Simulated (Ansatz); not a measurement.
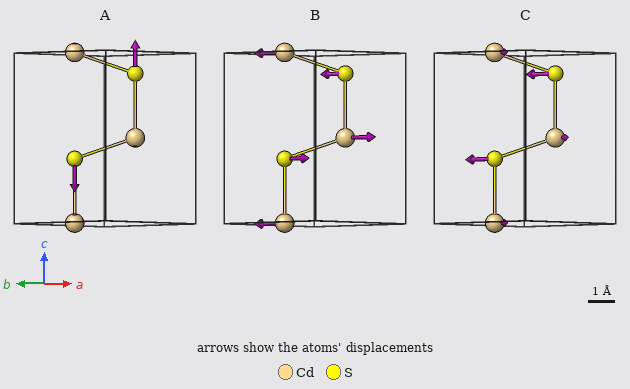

Modes of crystalline CdS, space group P6₃mc (No. 186), at the zone centre (one member of each degenerate set). Displacements are drawn as purple arrows; their common scale and sign are arbitrary. The picture is a ball-and-stick view of the cell of the calculation, seen from a free direction.

The calculation used DFT PBE, scalar-relativistic, plane waves, PAW in Ansatz.

Frequencies are those without the non-analytic (LO–TO) term.

### Which are infrared-active and which Raman-active?

A is B₁, silent by symmetry (neither infrared- nor Raman-active) (280 cm⁻¹). B is E₂, Raman-active by symmetry (43 cm⁻¹). C is E₁, infrared- and Raman-active by symmetry (219 cm⁻¹).
